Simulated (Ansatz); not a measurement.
Sb

Input file:

```
crystal:
  lattice:
    - [0.0, 2.4068111594, 2.3712425216]
    - [2.3712425216, 0.0, 2.3712425216]
    - [2.3712425216, 2.4068111594, 0.0]
  atoms:
    - { symbol: Sb, position: [0.0, 0.0, 0.0] }
basis:
  ecutwfc: 420
kpoints:
  mp_grid: { grid: [18, 18, 18] }
hamiltonian:
  xc: pbe
  dispersion: d3bj
scf:
  occupations: { method: gaussian, width: 0.15 }
output:
  forces: true
  stress: true
  eigenvalues: true
  write_density: true
  write_potential: true
  elf: true
  volumetric_format: npy
```

Launched as:

```sh
ansatz run input.yaml --threads 1 --pin off --max-ram 1228MiB --backend cpu --events-out ev --progress --plain --runs-dir out
```

Below, planes, directions and counts refer to the conventional cell (a = 3.35 Å, b = 3.35 Å, c = 4.81 Å, α = 90.00°, β = 90.00°, γ = 90.00°).

Space group I4/mmm; a structure from a database of computed crystals, not necessarily the ambient phase; changed on purpose from its base cell (strain +0.0150 x Voigt [0, 1, 0, 0, 0, 0], atoms carried along); computed pressure about −2 GPa in this cell; computed without spin polarisation.

All numbers below come from Ansatz 0.2.0, DFT PBE+D3(BJ), scalar-relativistic, plane waves, PAW.

Q: What will maps of the valence pseudo-density and electron localisation function show?

A: Sb–Sb (3.35 Å): ρ is about 0.16 e/Å³ halfway; the ELF is about 0.35 at the midpoint.

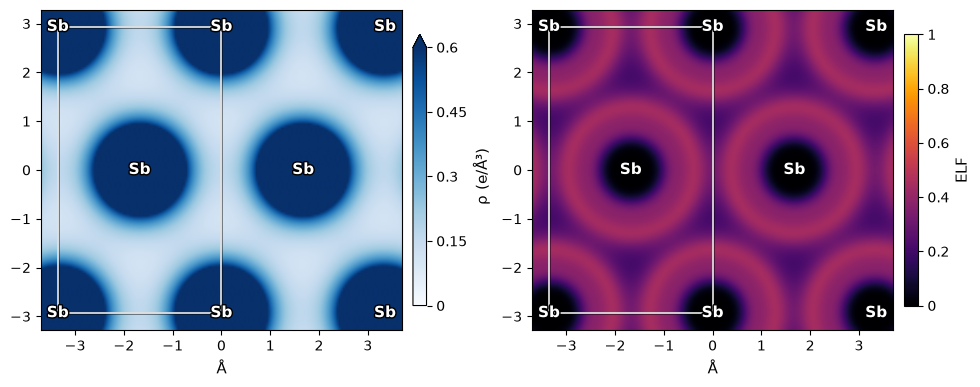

Computed valence pseudo-density and electron localisation function on the (011̄) plane of the conventional cell, in this order. 
